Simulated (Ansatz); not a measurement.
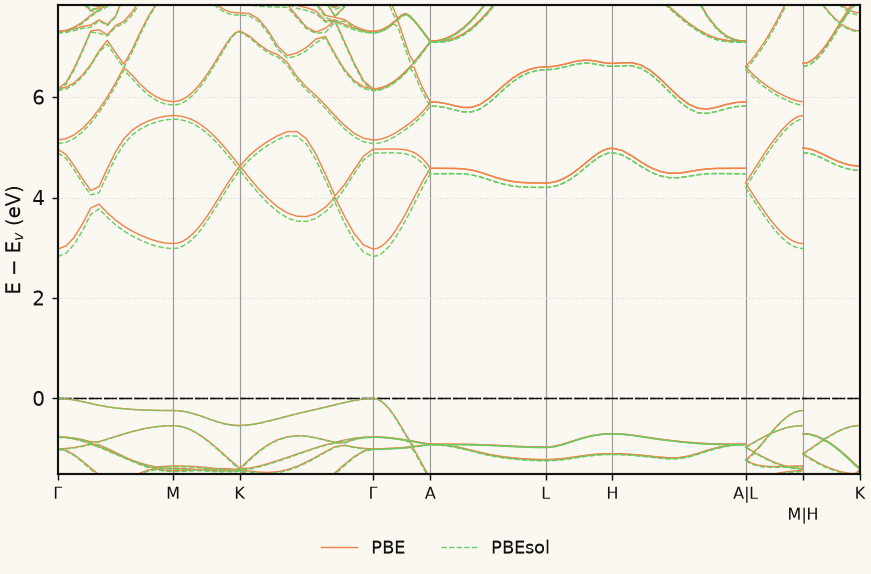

Band structures of SrO, space group P6_3/mmc, 4 atoms in the cell, by two methods on the same cell. Each is counted from its own valence-band top.

**What changes from one method to the other?**

PBE gives a gap of 2.97 eV along the path and PBEsol gives a gap of 2.83 eV along the path. Over the top 3 filled bands the two differ by 0.01 eV on average.

Settings. PBE: DFT PBE, scalar-relativistic, plane waves, PAW, no spin polarisation, 9×9×4 k mesh, 420 eV cutoff (Ansatz 0.2.0). PBEsol: DFT PBEsol, scalar-relativistic, plane waves, PAW, no spin polarisation, 9×9×4 k mesh, 420 eV cutoff, Gaussian smearing of 0.02 eV (Ansatz 0.2.0).
